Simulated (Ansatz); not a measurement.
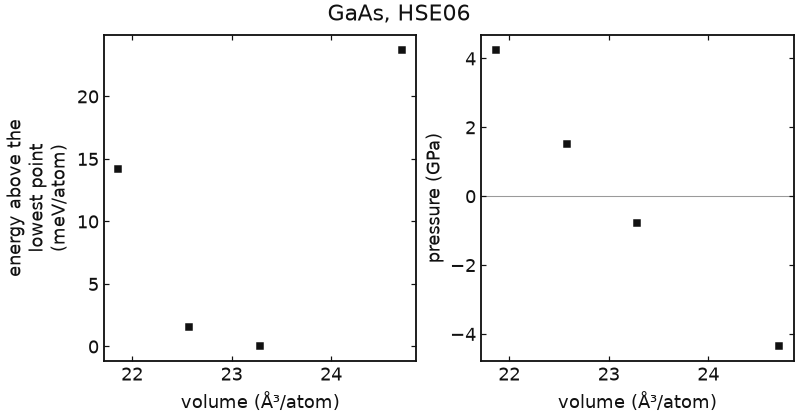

Plotted: energy above the lowest point and pressure against volume for GaAs, space group F-43m (No. 216) (one of a set of cubic test structures, which need not be the stable phase).

How it was computed, with Ansatz 0.2.0 development build: equation of state of a cubic crystal from periodic Kohn-Sham density functional theory without spin, third-order Birch-Murnaghan fit to the free energies; pressure corrected for the finite basis. Level: HSE06.

structure type zinc blende; atoms in cell 2; space group number 216; lattice centring face-centred primitive; k mesh 4×4×4; occupation method Fermi–Dirac; occupation width 0.05 eV; wave cutoff 360 eV; datasets all-electron datasets; density tolerance 1e−09 eV; bands 18; density cutoff ratio 4; dirac inner shells no; nucleus point; search for lower states default; exchange singularity regularized.

The point at volume 24.00 Å³/atom is left out of the plot. What does the calculation give there?

| volume (Å³/atom) | energy above the lowest point (meV/atom) | pressure (GPa) |
| --- | --- | --- |
| 24.00 | 7.9 | −2.729 |

Caveats: modest k-mesh, values are not fully converged in k.
